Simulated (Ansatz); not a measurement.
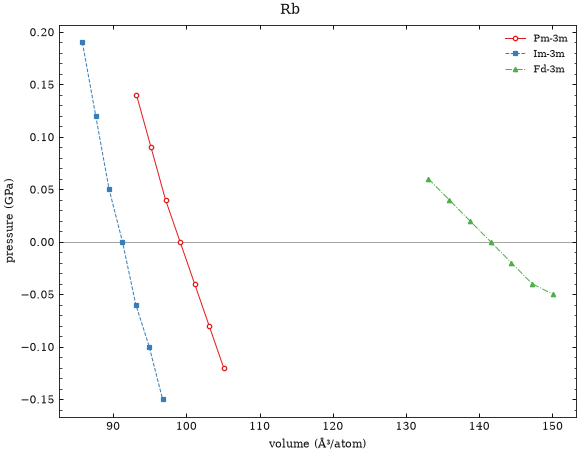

Method: equation of state of a cubic crystal from periodic Kohn-Sham density functional theory without spin, third-order Birch-Murnaghan fit to the free energies; pressure corrected for the finite basis (Ansatz 0.2.0 development build). Level: PBE.

```
                setting        value
      occupation method  Fermi–Dirac
       occupation width   0.06123 eV
            wave cutoff       420 eV
               datasets   soft-1 PAW
   density cutoff ratio            4
search for lower states      default
```

**Figure.** Pressure against volume, with one curve for each structure, for Rb.

Settings that differ: Pm-3m: k mesh 24×24×24, atoms in cell 1, density tolerance 1e−07 eV, lattice centring simple cubic, space group number 221, structure type simple cubic; Im-3m: k mesh 27×27×27, atoms in cell 1, density tolerance 1e−07 eV, lattice centring body-centred primitive, space group number 229, structure type bcc; Fd-3m: k mesh 18×18×18, atoms in cell 2, density tolerance 2.8e−07 eV, lattice centring face-centred primitive, space group number 227, structure type diamond.

The fitted equilibrium volumes, smallest first, are Im-3m 91.1, Pm-3m 99.0, Fd-3m 141.3 Å³/atom. The fitted bulk moduli, smallest first, are Fd-3m 0.96, Pm-3m 2.14, Im-3m 2.77 GPa. For Pm-3m, the pressure falls from 0.14 GPa at volume 93.2 Å³/atom to −0.12 GPa at 105.1 Å³/atom, and changes sign near 99.1 Å³/atom. For Im-3m, the pressure falls from 0.19 GPa at volume 85.80 Å³/atom to −0.15 GPa at 96.75 Å³/atom, and changes sign near 91.3 Å³/atom. For Fd-3m, the pressure falls from 0.06 GPa at volume 133.1 Å³/atom to −0.05 GPa at 150.0 Å³/atom, and changes sign near 141.6 Å³/atom.

Keep in mind: cubic model structure, not the ambient form (Pm-3m, Fd-3m).
